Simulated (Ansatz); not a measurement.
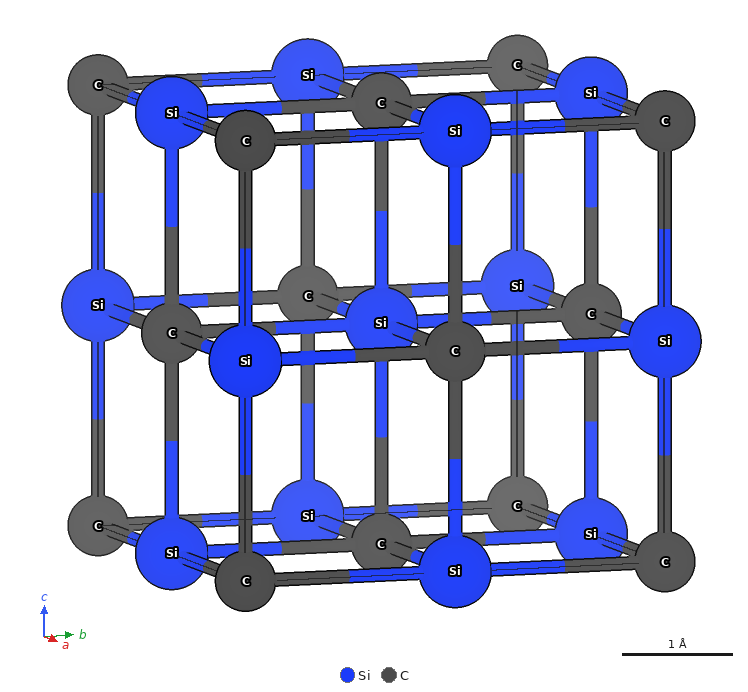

The image is a ball-and-stick drawing of a crystal, viewed slightly off an axis. Lines trace the edges of the conventional unit cell. Cell: a = 4.06 Å, b = 4.06 Å, c = 4.06 Å, α = 90.00°, β = 90.00°, γ = 90.00°.

It derives from a structure type filled with these elements by a generator (whether the compound takes this form wasn't checked). Earlier steps of the study may have refined or changed the cell and positions. Ansatz was used for an electronic-structure calculation on it.

What can be read from this drawing?

Composition: SiC. The lattice is face-centred cubic and the space group Fm-3m (No. 225). This arrangement goes by the name rock salt (NaCl type). The cell has 8 atoms, namely 4 Si, 4 C. The neighbours of Si are six C in an octahedral arrangement at about 2.0 Å. C bonds to six Si in an octahedral arrangement at about 2.0 Å. The bonds build a three-dimensional framework.

The numbers come from Ansatz, DFT PBE, scalar-relativistic, plane waves, PAW, using cutoff 420 eV, k-points about 0.11 Å⁻¹ apart, Gaussian smearing of 0.1 eV, no spin polarisation.

Is the electronic structure metallic or gapped?

A metal: bands cross the Fermi level.

What net charge does each kind of atom have (Bader)?

Si +2.74 e; C -2.74 e.

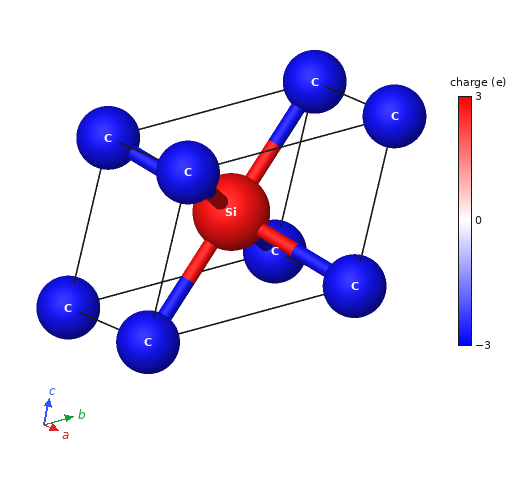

The atoms coloured by those charges. The run's cell of 2 atoms is drawn, so axes and origin can differ from the first picture.

Can this geometry be taken as optimised?

Yes. All forces vanish to within 0.01 eV/Å. The pressure is 0.0 GPa, close to zero.
